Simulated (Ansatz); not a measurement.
# Mg3S2: what the fields show

The calculation's input:

```
crystal:
  lattice:
    - [3.5723494721, -0.0003715344, 0.0114977225]
    - [-1.7859056713, 3.0938069203, 0.00044295]
    - [-0.0502095935, -0.0313158045, 16.9832909364]
  atoms:
    - { symbol: Mg, position: [0.5832119423, 0.416535841, 0.1771885109] }
    - { symbol: Mg, position: [0.9165984, 0.0833667454, 0.6772871673] }
    - { symbol: Mg, position: [0.2501236722, 0.7499324694, 0.8227224455] }
    - { symbol: Mg, position: [0.2503857766, 0.7503021503, 0.3228203941] }
    - { symbol: Mg, position: [0.9165103013, 0.0831273124, 0.999392816] }
    - { symbol: Mg, position: [0.5834016364, 0.4168385985, 0.4994906965] }
    - { symbol: S, position: [0.249683714, 0.7497118388, 0.0886297124] }
    - { symbol: S, position: [0.2498931844, 0.7501024172, 0.5887164893] }
    - { symbol: S, position: [0.9168836772, 0.0835405802, 0.4119198459] }
    - { symbol: S, position: [0.5833076956, 0.4165420466, 0.911831922] }
basis:
  ecutwfc: 420
kpoints:
  mp_grid: { grid: [10, 10, 2] }
hamiltonian:
  xc: pbe
scf:
  occupations: { method: gaussian, width: 0.1 }
output:
  forces: true
  stress: true
  eigenvalues: true
  write_density: true
  write_potential: true
  elf: true
  volumetric_format: npy
relax:
  adjacent_minimum: "off"
  f_tol: 0.01
  max_steps: 30
  cell: { stress_tol: 0.1, fix: [volume] }
```

Run with:

```sh
ansatz run input.yaml --threads 1 --pin off --max-ram 2560MiB --backend cpu --events-out ev --progress --plain --runs-dir out
```

Below, planes, directions and counts refer to the conventional cell (a = 3.57 Å, b = 3.57 Å, c = 16.99 Å, α = 90.00°, β = 90.00°, γ = 120.00°).

The fields are those of the run's last geometry, not of the input's.

Space group P6₃mc; a generated structure, not necessarily the stable one; changed on purpose from its base cell (volume × 0.94, shape and atoms relaxed); computed pressure about 4 GPa in this cell.

The calculation used DFT PBE, scalar-relativistic, plane waves, PAW (Ansatz 0.2.0).

The density is the valence pseudo-density of a PAW calculation; it isn't the true density close to the nuclei.

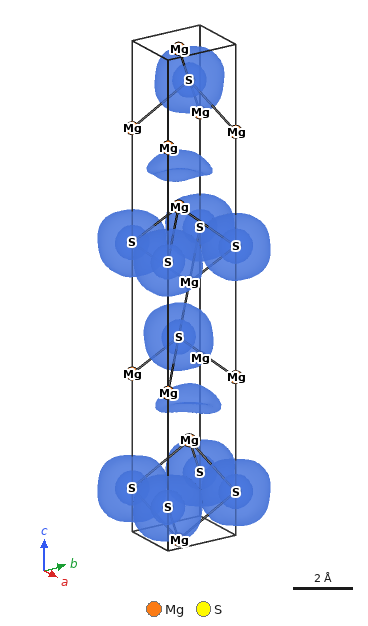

Figure 1. Isosurface of the ELF at 0.75 (blue), seen slightly off an axis. Only the valence region is drawn (cores and ρ < 0.01 e/Å³ removed). Sticks mark near contacts.

> Describe the localisation domains.

At this value the surface marks out four regions wrapped around S (the valence shell of each) and two pockets between the atoms, centred on no nucleus (multi-centre or interstitial), counted in one cell of 10 atoms. Regions shared between cells count once. Profiles from the grid: Mg–S (2.55 Å): the ELF peaks at about 0.90 in the valence shell of S, 0.9 Å from its nucleus, and is about 0.75 at the midpoint.

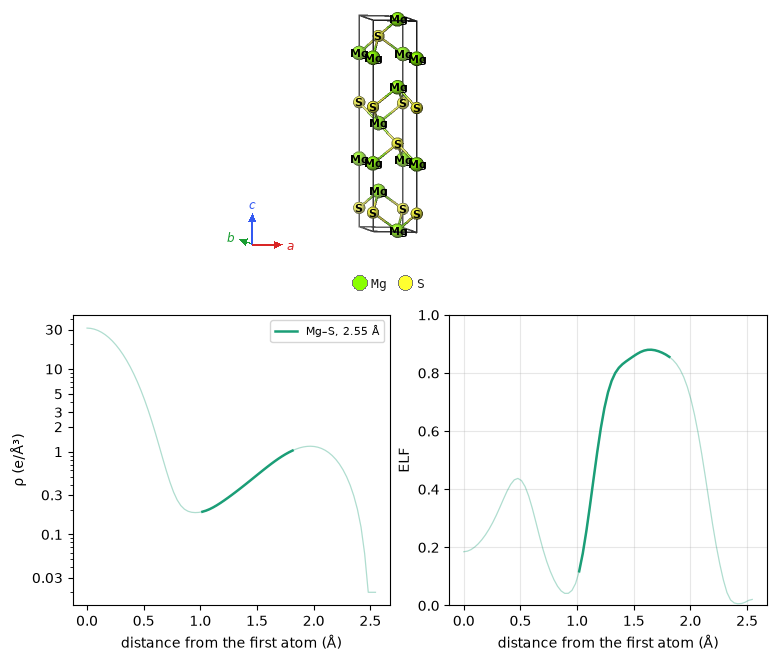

Figure 2. Valence electron density and electron localisation function along straight lines between neighbouring atoms. Thin, pale parts lie inside the atomic spheres. The structure is drawn too.

> What can be read from the curves?

Mg–S (2.55 Å): ρ is about 0.3 e/Å³ halfway; the ELF peaks at about 0.90 in the valence shell of S, 0.9 Å from its nucleus, and is about 0.75 at the midpoint.

> Does the calculation give a band gap?

It is gapless in this calculation (a metal or semimetal).
